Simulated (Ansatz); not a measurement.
Consider Ga3AsP2.

```xyz
12
Lattice="3.9044 0.0000 0.0000 0.0000 3.9044 0.0000 0.0000 0.0000 16.5681" Properties=species:S:1:pos:R:3 pbc="T T T"
P     0.0000    0.0000    2.7924
P     1.9522    1.9522   11.0765
Ga    0.0000    1.9522    4.1420
Ga    1.9522    0.0000   12.4261
P     1.9522    1.9522    5.4917
P     0.0000    0.0000   13.7757
Ga    1.9522    0.0000    6.8392
Ga    0.0000    1.9522   15.1232
As    1.9522    1.9522    0.0000
As    0.0000    0.0000    8.2841
Ga    1.9522    0.0000    1.4449
Ga    0.0000    1.9522    9.7290
```

Space group I-4m2; started from the ordered alloy on zincblende lattice prototype, which need not be the ambient phase.

Level of theory: DFT, r2SCAN, plane waves, PAW in Ansatz 0.2.0.

**Predict the valence pseudo-density and electron localisation function between the atoms.**

Ga–P (2.37 Å): ρ is about 0.55 e/Å³ halfway; the ELF peaks at about 0.90 in the valence shell of P, 0.9 Å from its nucleus, and is about 0.80 at the midpoint.
Ga–As (2.43 Å): the density is about 0.52 e/Å³ at the midpoint; the ELF peaks at about 0.80 between the atoms (localised, covalent bonding).

**Does the calculation give a band gap?**

It is gapped, with a Kohn–Sham gap of 1.7 eV on the k-point mesh, an upper bound to the gap of this method.

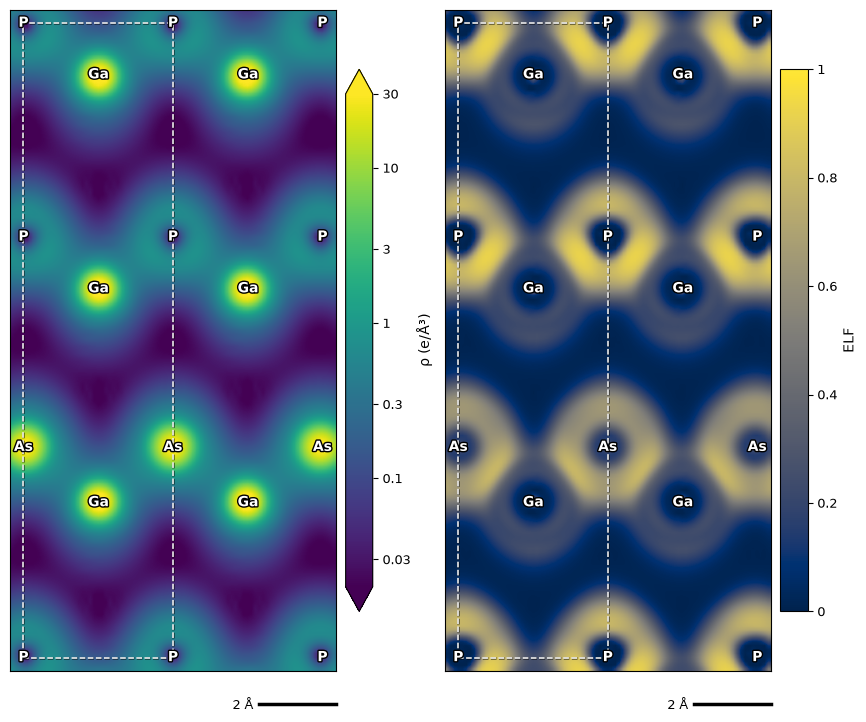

Computed valence pseudo-density and electron localisation function on the (010) plane of the conventional cell, in this order. 

In a PAW calculation such maps are meaningful between the atoms, not at the nuclei.
